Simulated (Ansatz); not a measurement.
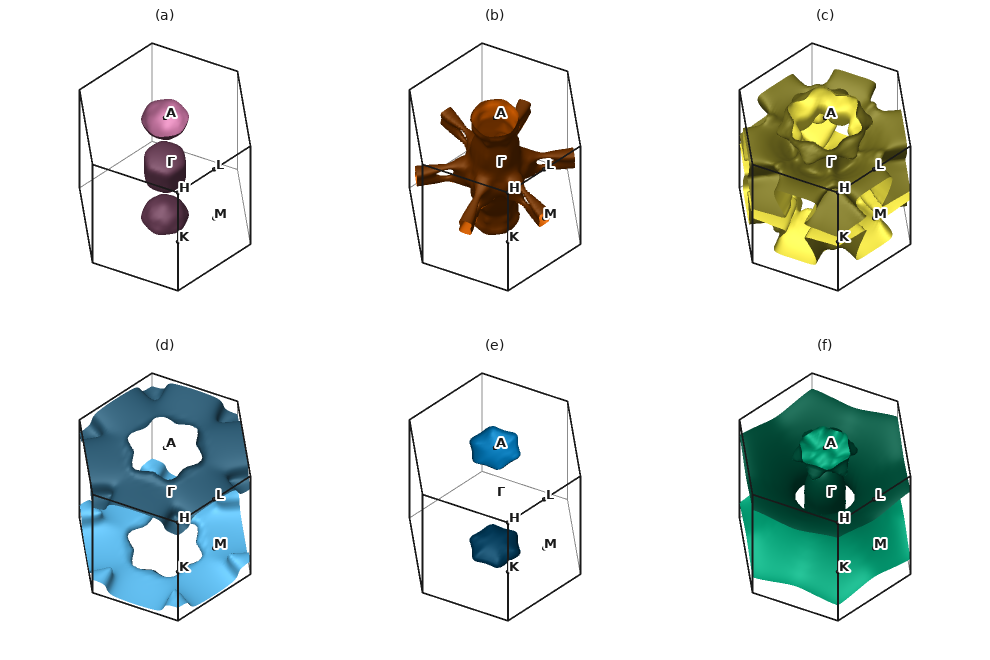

A computed Fermi surface in the first Brillouin zone. Each panel holds one band. The brighter face of a sheet looks towards empty states. Six of 8 bands are drawn.

> Which Bravais lattice has this zone?

Hexagonal.

> What do the sheets look like?

Panel (a): one hole pocket centred at Γ (1.4 % of the zone) and one hole pocket centred at A (1.2 % of the zone).
Panel (b): an open hole network that joins neighbouring zones in all directions (11 % of the zone).
Panel (c): an open sheet between a empty part that runs through the repeated zones in all directions and a filled one that does so in two.
Panel (d): an open sheet between a empty part that runs through the repeated zones in all directions and a filled one that does so in two.
Panel (e): one hole pocket centred at A (0.59 % of the zone).
Panel (f): one hole pocket centred at Γ (2.7 % of the zone), one hole pocket centred at A (1.6 % of the zone) and an open sheet between a filled part that runs through the repeated zones in all directions and an empty one that does so in two.
A pocket cut by a face of the zone is counted once with the part on the opposite face.
The shape of the surface of panel (b) and panel (c) changes its kind within 0.03 eV of this level, so small parts may appear, vanish, join or separate.

The surface was computed for AlNi$_{3}$ in space group P6_3/mmc; other compounds with the same structure and electron count can look alike.

All numbers here come from Ansatz, DFT PBE, scalar-relativistic, plane waves, PAW; levels and slopes on a dense k mesh at the converged density. Collinear spin polarisation. Mesh 24×24×26, interpolated with the band slopes. Unrelaxed database geometry (residual pressure 7 GPa). The cell comes from a database of computed structures, not from a measurement.

The run ends with a net moment of 1.1 μB a cell, the order reached from its starting moments, not necessarily the lowest. Necks and pockets thinner than about two mesh steps aren't resolved, so separate pockets may in truth be joined.
